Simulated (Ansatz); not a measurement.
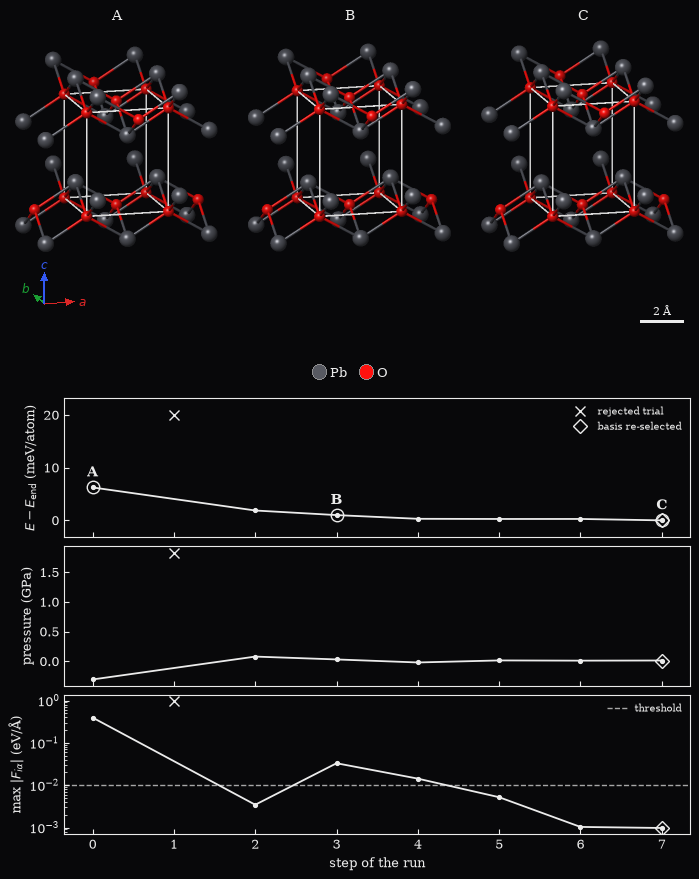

Frames of a relaxation of a crystal of PbO (set up in P4/nmm), marked on the history of the run. The picture is a ball-and-stick view of the cell of the calculation, seen slightly off an axis.

The run lets cell and atoms move.

Computed with Kohn-Sham DFT of a periodic cell, r2SCAN, Ansatz PAW in Ansatz.

Input
```yaml
crystal:
  lattice:
    - [3.99, 0.0, 0.0]
    - [0.0, 3.99, 0.0]
    - [0.0, 0.0, 5.01]
  atoms:
    - { symbol: Pb, position: [0.5, 0.0, 0.76] }
    - { symbol: Pb, position: [0.0, 0.5, 0.24] }
    - { symbol: O, position: [0.5, 0.5, 0.0] }
    - { symbol: O, position: [0.0, 0.0, 0.0] }
hamiltonian:
  xc: r2scan
  pseudopotentials: { kind: paw }
kpoints:
  mp_grid: { grid: [7, 7, 6] }
scf:
  occupations: { method: fermi_dirac, width: 0.05 }
output:
  forces: true
  stress: true
  eigenvalues: true
relax:
  f_tol: 0.01
  max_steps: 40
  cell: { stress_tol: 0.05 }
```

Run as
```bash
ansatz run input.yaml --threads 2 --pin off --max-ram 5632MiB --backend cpu --events-out ev --progress --plain --runs-dir out
```

Q: What happens along the run?

A: The largest moves relative to the cell, 0.090 Å, are those of Pb atoms. O stays in place. The volume changes by +6.1 %, with a = b 3.990 → 3.987 Å (−0.1 %), c 5.010 → 5.325 Å (+6.3 %). Some distances before and after: O–Pb 2.329 → 2.321 Å. The space group stays P4/nmm (No. 129). After 5 accepted moves (7 points after the start) the energy has fallen by 6.2 meV per atom. The largest force component goes from 0.39 to 0.00097 eV/Å. The pressure goes from −0.31 to 0.01 GPa. The line search rejected the trial step at point 1 of the run. At 1 point the geometry stayed and the basis and grid were re-selected for the new cell (energy shift of 0.3 meV per atom at most each time). At step 1 the optimiser overshot: the energy rose above the start, and later steps came back. Cost: 86 s on 2 threads of Arm Neoverse N1 (shared host), peak memory 0.57 GiB. From step 0 to 3: Pb atoms move most (0.07 Å), volume +4.1 %, energy −5.2 meV per atom. From step 3 to 7: Pb atoms move most (0.02 Å), volume +1.9 %, energy −1.0 meV per atom.

```tsv
step	E − E(0), meV/atom	largest force component, eV/Å	pressure, GPa	volume, Å³/atom	note
0	0.00	0.3945	-0.31	19.940	
1	13.81	0.9668	1.83	21.399	rejected
2	-4.37	0.0034	0.08	20.491	
3	-5.25	0.0330	0.03	20.764	
4	-5.95	0.0143	-0.02	21.126	
5	-5.98	0.0052	0.02	21.126	
6	-5.98	0.0010	0.01	21.165	
7	-6.25	0.0010	0.01	21.165	same geometry, new basis
```

Limits of the set-up: layers or molecules are held without a dispersion correction, so their spacing is unreliable.
